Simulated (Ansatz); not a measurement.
## Relaxing generalised stacking fault on (111) (shuffle set) of a GaAs-GaSb solid solution (48 atoms)

How does generalised stacking fault on (111) (shuffle set) of a GaAs-GaSb solid solution (48 atoms) relax, and what do bonds, charges and levels look like afterwards?

Program: Ansatz 0.2.0. Level of theory: Kohn-Sham DFT, PBE, PAW (set soft_2), plane waves. Results are calculated unless marked as measured.

### Step 1. Starting point

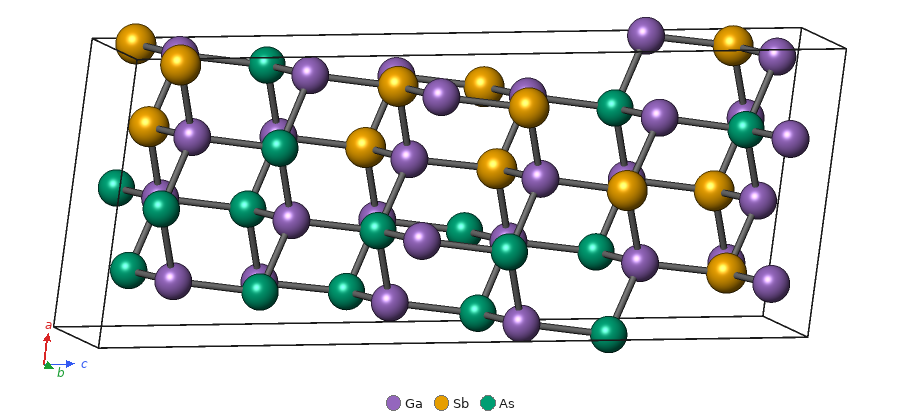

The starting structure, seen from the side, with the c axis across the page (gallium purple, antimony orange, arsenic teal). Some periodic images of atoms are drawn too.

The cell holds 48 atoms: 24 Ga, 10 Sb and 14 As. Cell: a = 8.267 Å, b = 7.159 Å, c = 20.435 Å, α = 90.0°, β = 82.3°, γ = 90.0°. It derives from GaAs and GaSb. Zinc-blende GaAs lattice (a = 5.8453 Å, the value set for the mixture), cell with z along [111], 2 x 1 x 2 periods; the third cell vector is tilted by 0.667 of 1/2[1-10] and lengthened by 0 Å, so the cell holds one fault (shuffle set); displaced by a Gaussian of 0.01 Å; 10 of 24 As sites given to Sb at random (lattice constant by Vegard's rule between GaAs and GaSb).

Before any run, some limits are plain. Atoms were free to move along the slip, so the relaxation can undo part or all of it. The host structure and its lattice constant were typed by rule, without a check against the phase diagram. The levels lack spin–orbit coupling, which is large for the heavy elements here.

### Step 2. Single point at the start

A single point comes first, to see the forces before anything moves.

File input.yaml:

```yaml
crystal:
  lattice:
    - [8.2665, 0.0, 0.0]
    - [0.0, 7.159, 0.0]
    - [2.75547, 0.0, 20.24871]
  atoms:
    - { symbol: Ga, position: [0.43918, 0.49949, 0.93768] }
    - { symbol: Sb, position: [0.72845, 0.4992, 0.06321] }
    - { symbol: Ga, position: [0.71527, 0.83, 0.10396] }
    - { symbol: As, position: [0.67224, 0.83388, 0.2295] }
    [... 38 atom lines left out ...]
    - { symbol: Ga, position: [0.8007, 0.33333, 0.60397] }
    - { symbol: As, position: [0.75592, 0.33141, 0.72925] }
    - { symbol: Ga, position: [0.74508, 0.66722, 0.77169] }
    - { symbol: As, position: [0.69897, 0.66543, 0.89609] }
    - { symbol: Ga, position: [0.99277, 0.16662, 0.77061] }
    - { symbol: Sb, position: [0.95318, 0.16416, 0.8957] }
kpoints:
  mp_grid: { grid: [2, 2, 1] }
hamiltonian:
  xc: pbe
scf:
  occupations: { method: gaussian, width: 0.05 }
output:
  forces: true
```

The run is started by

```console
ansatz run input.yaml --threads 4 --pin off --max-ram 8192MiB --backend cpu --events-out ev --progress --plain --runs-dir out
```

Elapsed: 36 s, on 4 threads of Arm Neoverse V2, shared host; peak memory 6.2 GiB; 2.3 min of CPU time.

The program notes that it cut back its work space to fit the memory limit.

Numbers from this run:

* free energy: -223629.4096 eV
* free energy per atom: -4658.9460 eV/atom
* SCF cycles: 8
* r.m.s. force component: 0.5747 eV/Å
* longest force: 1.836 eV/Å
* Fermi energy: 8.178 eV

The r.m.s. force component of 0.57 eV/Å sets the starting point.

Neighbours are counted within 2.82 Å (Ga-As), 3.05 Å (Ga-Sb), cutoffs set anew for this text.

Length of the force by element and coordination:

```
element  coordination  atoms  mean length of the force (eV/Å)  spread   least   most
     As           all     14                            0.302   0.256  0.0737  0.921
     As             3      2                            0.908  0.0133   0.895  0.921
     As             4     12                            0.201  0.0713  0.0737  0.324
     Ga           all     24                             1.23   0.406  0.0915   1.84
     Ga             3      2                             1.40   0.382    1.02   1.78
     Ga             4     22                             1.21   0.404  0.0915   1.84
     Sb           all     10                            0.525   0.498   0.147   1.65
```

### Step 3. Relaxation

The atoms are relaxed in the fixed cell, aiming at the force tolerance of the input.

input.yaml: that of step 2 with these lines changed.

```diff
@@ -15 +15,4 @@
   forces: true
+relax:
+  f_tol: 0.05
+  max_steps: 86
```

The job ended after 3.7 min (4 threads; peak memory 5.3 GiB).

The steps of the relaxation:

```
step  energy less that of the first step (eV)  largest force component (eV/Å)
   1                                   0.0000                          1.6283
   2                                  -2.5144                          0.5558
   3                                  -3.2388                          0.3851
   4                                  -3.7065                          0.1767
   5                                  -3.8199                          0.0586
   6                                  -3.8247                          0.0269
```

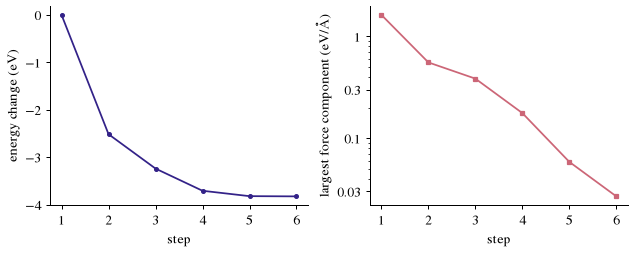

Energy and largest force along the relaxation.

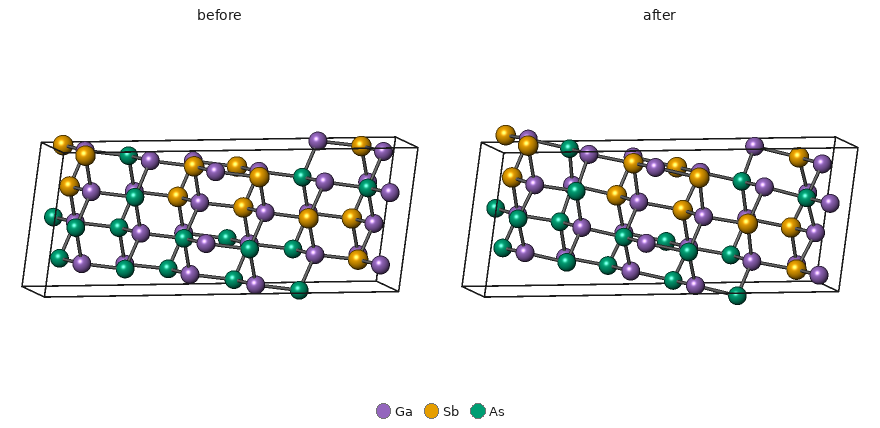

The structure before and after the relaxation, drawn at the same scale.

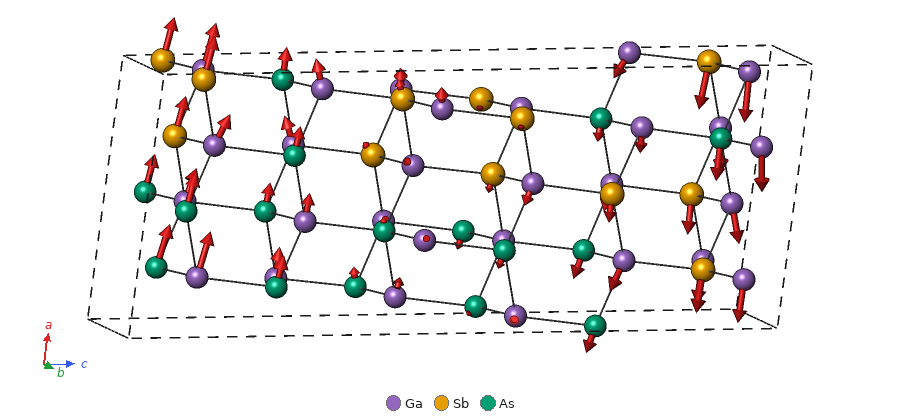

Displacements in the relaxation, exaggerated; the longest in the cell stands for 0.71 Å. Some periodic images of atoms are drawn too.

The atoms that moved most (Å):

```
atom      dx      dy      dz  length
 Ga5  -0.708   0.023   0.018   0.709
Ga23   0.674   0.049   0.081   0.680
Sb48  -0.654  -0.005  -0.051   0.656
 Ga7   0.639  -0.038   0.109   0.650
Ga21  -0.616  -0.141   0.115   0.642
 As6   0.607   0.034   0.100   0.616
Sb22   0.581  -0.024   0.080   0.587
 Ga9  -0.584   0.019  -0.008   0.585
```

The relaxation changed the energy by -79.7 meV/atom, and atoms moved by 0.41 Å r.m.s., 0.71 Å at most.

### Step 4. Local order after relaxation

Bonds before and after, by the cutoffs listed below:

```
 pair  bonds before  bonds after  mean before (Å)  mean after (Å)  spread before (Å)  spread after (Å)
Ga-As            56           56            2.543           2.478              0.065             0.025
Ga-Sb            40           40            2.551           2.617              0.078             0.017
```

Density 5.46 g/cm³, 24.96 Å³ an atom.

Pair distribution functions g(r), in bins of 0.2 Å:

```
r (Å)  total  Ga-Ga  Ga-As  Ga-Sb  As-As  As-Sb  Sb-Sb
 2.40   3.00   0.00  10.25   0.00   0.00   0.00   0.00
 2.60   3.19   0.00   2.67  11.55   0.00   0.00   0.00
 2.80   0.00   0.00   0.00   0.00   0.00   0.00   0.00
 3.00   0.00   0.00   0.00   0.00   0.00   0.00   0.00
 3.20   0.00   0.00   0.00   0.00   0.00   0.00   0.00
 3.40   0.00   0.00   0.00   0.00   0.00   0.00   0.00
 3.60   0.00   0.00   0.00   0.00   0.00   0.00   0.00
 3.80   0.22   0.88   0.00   0.00   0.00   0.00   0.00
 4.00   2.36   4.57   0.00   0.00   5.38   5.87   1.17
 4.20   3.79   6.61   0.00   0.00   8.43   7.82  10.84
 4.40   0.59   1.83   0.00   0.00   0.26   0.36   1.50
 4.60   0.88   0.08   1.46   2.04   0.00   0.00   0.00
 4.80   2.49   0.00   5.28   4.55   0.00   0.00   0.00
 5.00   1.58   0.00   3.20   3.12   0.00   0.00   0.00
 5.20   0.16   0.00   0.21   0.45   0.00   0.00   0.00
 5.40   0.03   0.11   0.00   0.00   0.00   0.00   0.00
 5.60   0.32   0.58   0.00   0.00   0.31   0.97   0.61
 5.80   0.77   1.52   0.00   0.00   1.87   1.42   1.39
 6.00   0.61   0.97   0.23   0.05   0.95   1.52   0.53
 6.20   0.85   0.31   1.28   1.81   0.00   0.09   0.25
 6.40   1.60   0.00   3.69   2.53   0.00   0.00   0.00
 6.60   0.47   0.00   0.66   1.33   0.00   0.00   0.00
 6.80   0.20   0.57   0.03   0.13   0.10   0.07   0.00
 7.00   1.45   2.87   0.00   0.00   2.77   2.98   3.11
 7.20   2.35   3.96   0.19   0.30   5.06   4.94   4.80
 7.40   1.52   1.67   1.47   1.71   1.17   1.44   1.23
 7.60   1.12   0.23   2.27   1.92   0.09   0.00   0.00
 7.80   0.73   0.11   1.35   1.44   0.00   0.06   0.00
```

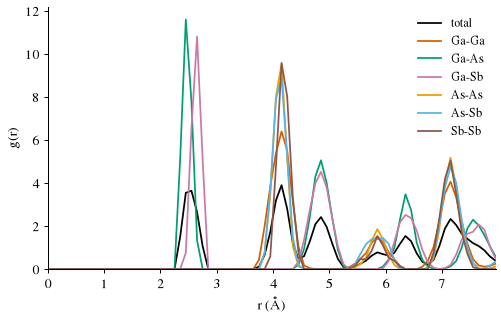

Pair distribution functions, lightly smoothed.

Bonds by pair of elements; cutoffs follow the first minimum of g(r), held within bounds set by covalent radii, and pairs that aren't listed don't count as bonded:

```
pair A-B  cutoff (Å)  bonds  mean length (Å)  spread (Å)  shortest (Å)  B about A  A about B
   Ga-As        2.93     56             2.48       0.025          2.43       2.33          4
   Ga-Sb        3.05     40             2.62       0.017          2.58       1.67          4
```

How many atoms have how many bonded neighbours:

```
element  mean   4
     As     4  14
     Ga     4  24
     Sb     4  10
```

Bond angles, per cent of each kind in bins of 5°:

```
angle (°)  Ga-As-Ga  As-Ga-Sb  Ga-Sb-Ga  As-Ga-As  Sb-Ga-Sb
  100–105      11.9      17.1       5.0       2.0      20.0
  105–110      40.5      47.1      55.0      26.5      60.0
  110–115      41.7      32.9      36.7      57.1      20.0
  115–120       5.9       2.9       3.3      14.3       0.0
```

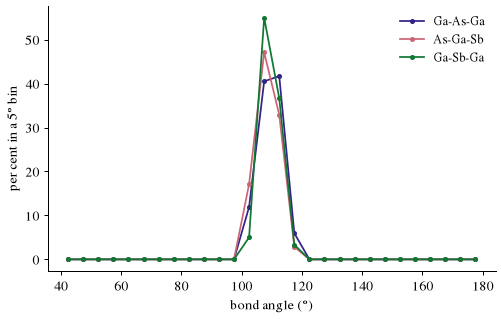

Distributions of the most common bond angles.

Bond angles (no mean is given where the spread exceeds 20°):

```
   angle  count  mean (°)  spread (°)
Ga-As-Ga     84       109         3.6
As-Ga-Sb     70       108         3.5
Ga-Sb-Ga     60       109         2.8
As-Ga-As     49       112         3.1
Sb-Ga-Sb     25       107           3
```

Rings of the network by King's shortest-path rule, up to 12 atoms, one path for each pair of neighbours; H, halogens, alkali and alkaline-earth atoms are left out, and the last column divides by all other atoms, bonded or not:

```
ring size (atoms)  rings  per network atom
                6     94              1.96
```

Counting bonds as in the table, all As atoms have 4, all Ga atoms have 4 and all Sb atoms have 4 bonded neighbours. The Ga-As-Ga angle averages 109° with a spread of 4°. All rings counted have 6 atoms.

### Step 5. Single point at the relaxed geometry

The electronic structure is read at the final geometry, in a run of its own.

File input.yaml:

```yaml
crystal:
  lattice:
    - [8.2665, 0.0, 0.0]
    - [0.0, 7.159, 0.0]
    - [2.75547, 0.0, 20.24871]
  atoms:
    - { symbol: Ga, position: [0.37461, 0.50808, 0.94533] }
    - { symbol: Sb, position: [0.79106, 0.49848, 0.06688] }
    - { symbol: Ga, position: [0.76327, 0.84112, 0.11039] }
    - { symbol: As, position: [0.71403, 0.83246, 0.23081] }
    [... 38 atom lines left out ...]
    - { symbol: Ga, position: [0.79546, 0.34904, 0.60721] }
    - { symbol: As, position: [0.72702, 0.33892, 0.72868] }
    - { symbol: Ga, position: [0.7106, 0.66121, 0.77299] }
    - { symbol: As, position: [0.63003, 0.66689, 0.89651] }
    - { symbol: Ga, position: [0.95557, 0.15605, 0.76403] }
    - { symbol: Sb, position: [0.87491, 0.16351, 0.89318] }
kpoints:
  mp_grid: { grid: [2, 2, 1] }
hamiltonian:
  xc: pbe
scf:
  occupations: { method: gaussian, width: 0.05 }
output:
  forces: true
  stress: true
  populations: true
  dos:
    method: { smearing: { sigma: 0.08 } }
    de: 0.1
    projected: { site_lists: { As: [As], Ga: [Ga], Sb: [Sb] } }
  eigenvalues: true
  write_density: true
  write_potential: true
  volumetric_format: npy
  elf: true
```

It took 93 s on 4 threads; peak memory 5.2 GiB.

The run gave:

```yaml
free_energy: -223633.2343 eV
free_energy_per_atom: -4659.0257 eV/atom
scf_cycles: 10
pressure: 3.129 GPa
r_m_s_force_component: 0.0077 eV/Å
longest_force: 0.03415 eV/Å
fermi_energy: 8.18 eV
spacing_of_highest_filled_and_lowest_empty_level: 0.229 eV
spilling_of_the_projection: 0.001484
```

Löwdin charges by element (they lack the spilled electrons, 0.021 e an atom on average):

```
element  coordination  atoms  mean charge (e)  spread    least    most
     As           all     14          -0.0037  0.0047  -0.0129  0.0032
     Ga           all     24          -0.0959   0.093   -0.322  0.0556
     Sb           all     10            0.335  0.0061    0.326   0.345
```

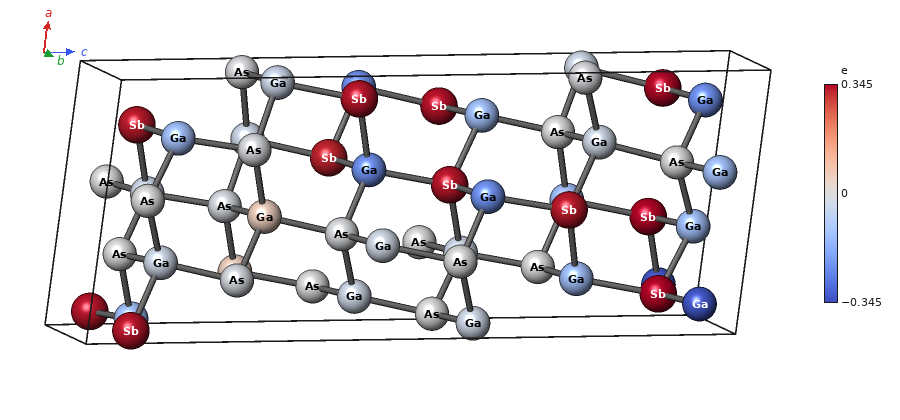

Atoms coloured by Löwdin charge. Some periodic images of atoms are drawn too.

Charge against the make-up of the first shell:

```
Sb neighbours of Ga  atoms  mean charge (e)
                  0      2            0.054
                  1     10           -0.032
                  2      7           -0.125
                  3      4           -0.224
                  4      1           -0.322
```

States in the cell by windows of 1 eV, zero at the Fermi level; the larger projections on atomic orbitals stand beside the total:

```
from (eV)  to (eV)  total  Ga p  As p  Sb p  Ga s  Sb s
      -10       -9   13.8   3.3   0.3   0.2   1.5   7.4
       -9       -8    0.0   0.0   0.0   0.0   0.0   0.0
       -8       -7    0.6   0.0   0.2   0.1   0.3   0.0
       -7       -6   25.7   2.0   6.6   3.8  11.8   0.6
       -6       -5   12.0   1.2   3.0   1.8   4.2   0.8
       -5       -4    6.4   1.0   1.9   0.9   1.6   0.5
       -4       -3   29.1  10.0  10.8   5.5   1.6   0.5
       -3       -2   32.1  10.8  12.9   7.0   0.8   0.2
       -2       -1   29.5   9.0   9.7   9.7   0.5   0.1
       -1        0    8.6   2.0   2.8   3.2   0.3   0.0
        0        1    3.9   1.0   0.6   0.5   1.1   0.2
        1        2   23.7   7.3   3.8   2.8   5.3   1.1
        2        3   26.5   7.9   4.6   3.6   5.2   1.1
        3        4   28.6  14.9   3.7   2.9   1.8   1.0
        4        5   33.5  15.7   5.0   3.9   1.7   0.5
```

The curve was stored every 0.10 eV, coarse against its broadening of 0.08 eV, so these counts are rough.

Between -26 and -10 eV lie 274 more states.

The stored curve holds about 432 of the 672 electrons; the rest, give or take the few that broadening carries across the Fermi level, lie in deeper levels below its range.

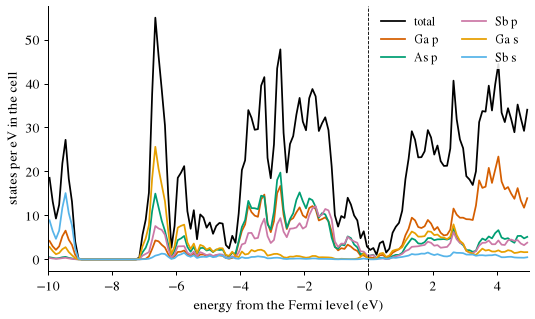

Total and projected density of states, with the broadening of the input.

The levels nearest the highest filled one (over half full), pooled over k-points and spins:

```
level less the highest filled one (eV)  occupation
                                -0.296           2
                                -0.270           2
                                -0.268           2
                                -0.153           2
                               -0.0252           2
                                     0        2.00
                                 0.229       0.001
                                 0.477           0
                                 0.586           0
                                 0.824           0
                                 0.921           0
                                 0.953           0
```

Mean Löwdin charges: As -0.00, Ga -0.10, Sb +0.34 e. Charges this small depend on the projection, at times even in sign. The charge on Ga changes by -0.094 e for each Sb neighbour that takes the place of another kind, on average.

### Step 6. What came out

```
energy change in the relaxation                  : -79.68 meV/atom
r.m.s. displacement                              : 0.406 Å
largest displacement                             : 0.709 Å
free energy per atom                             : -4659.0257 eV/atom
density                                          : 5.46 g/cm³
pressure                                         : 3.129 GPa
r.m.s. force component                           : 0.0077 eV/Å
gap (highest filled to lowest empty level) : 0.229 eV
wall time of the 3 DFT runs                      : 5.9 min
```

What this shows: Relaxation lowers the energy by 79.7 meV/atom and moves atoms by 0.41 Å r.m.s.; the r.m.s. force component goes from 0.57 to 0.0077 eV/Å. By the final cutoffs no bond was broken or made. Layers on the two sides of the fault moved in opposite directions along the plane, so much of the imposed slip has spread into a shear of the crystal. From the first step to the last the energy fell by 3.825 eV, and the largest move was 0.71 Å (Ga5). The Ga-Sb bonds go from 2.551 Å (spread 0.078) to 2.617 Å (spread 0.017). Counting bonds as in the table, all As atoms have 4, all Ga atoms have 4 and all Sb atoms have 4 bonded neighbours. The highest filled and lowest empty levels differ by 0.229 eV on the run's k-points; the mesh holds the band edges only if they fold onto it, so the gap at this level can be narrower or closed.

Caveats: Atoms were free to move along the slip, so the relaxation can undo part or all of it. The pressure of 3.1 GPa means that a free cell would grow at this level.

[Logs are printed without paths, hosts, clocks, repeated set-up lines and the standing remarks that a program may print on its own settings, such as how far it seeks lower states.]

[Hosts, paths, dates, database ids (printed as entryN), source tags and the programs' standing remarks are cut or masked in the printed files.]
